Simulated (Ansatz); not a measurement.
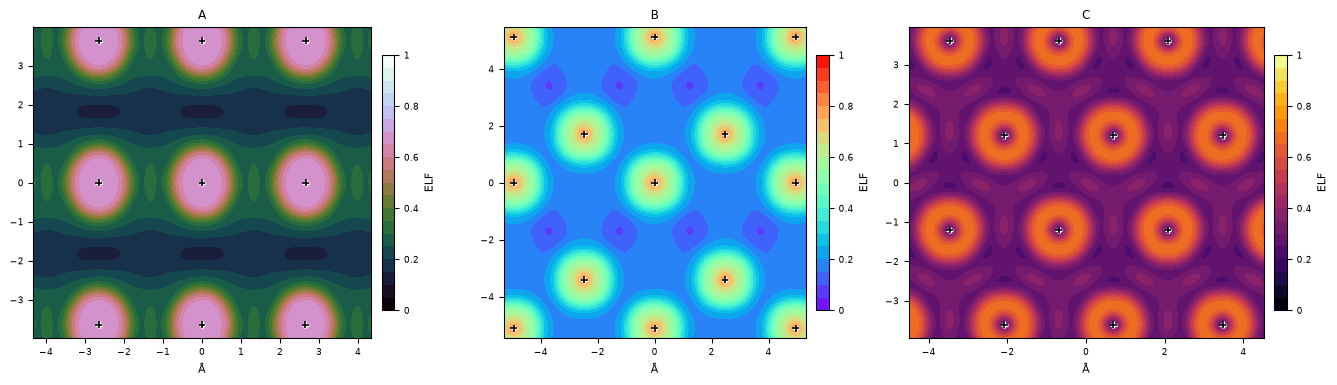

The ELF of 3 systems, each on a plane through atoms (crosses mark nuclei in the plane).

Level of theory: DFT, PBE, plane waves (420 eV) with PAW, scalar-relativistic in Ansatz 0.2.0.

System 1: Ir, the (001) plane of the conventional cell. Space group P6₃/mmc; set up as Ir, dhcp; a generated structure, not necessarily the stable one; changed on purpose from its base cell (volume × 1.04); computed pressure about −12 GPa in this cell; computed without spin polarisation.

```cif
data_structure
_symmetry_space_group_name_H-M 'P 1'
_symmetry_Int_Tables_number 1
_cell_length_a 2.7755
_cell_length_b 2.7755
_cell_length_c 9.0673
_cell_angle_alpha 90.000
_cell_angle_beta 90.000
_cell_angle_gamma 120.000
_cell_volume 60.49
loop_
_atom_site_label
_atom_site_type_symbol
_atom_site_fract_x
_atom_site_fract_y
_atom_site_fract_z
_atom_site_occupancy
Ir1 Ir 0.00000 0.00000 0.00000 1
Ir2 Ir 0.00000 0.00000 0.50000 1
Ir3 Ir 0.33333 0.66667 0.25000 1
Ir4 Ir 0.66667 0.33333 0.75000 1
```

System 2: Au, the (110) plane of the conventional cell. Space group P6₃/mmc; set up as Au, hcp; a generated structure, not necessarily the stable one; changed on purpose from its base cell (volume × 1.04); computed pressure about −5 GPa in this cell.

System 3: Pt, the (010) plane of the conventional cell. Space group Cmcm; set up as Pt, beta-Sn type; a generated structure, not necessarily the stable one; changed on purpose from its base cell (volume × 0.92); computed pressure about 23 GPa in this cell.

```
CELL_PARAMETERS angstrom
0.34550 0.34550 2.60698
-4.50284 4.50284 0.00000
-2.52951 -2.52951 0.67071
ATOMIC_POSITIONS crystal
Pt 0.00000 0.64109 0.25000
Pt 0.50000 0.14109 0.25000
Pt 0.00000 0.35891 0.75000
Pt 0.50000 0.85891 0.75000
```

Q: Which map belongs to which system?

A: Panel A is system 3, Pt: the plane holds Pt. Pt–Pt (2.65 Å): the ELF is about 0.30 at the midpoint (no localised pair shows between them). Panel B is system 2, Au: the plane holds Au. Au–Au (3.01 Å): the ELF is about 0.20 at the midpoint (no shared electron pair shows on this line). Panel C is system 1, Ir: the plane holds Ir. Ir–Ir (2.78 Å): the ELF is about 0.35 at the midpoint.
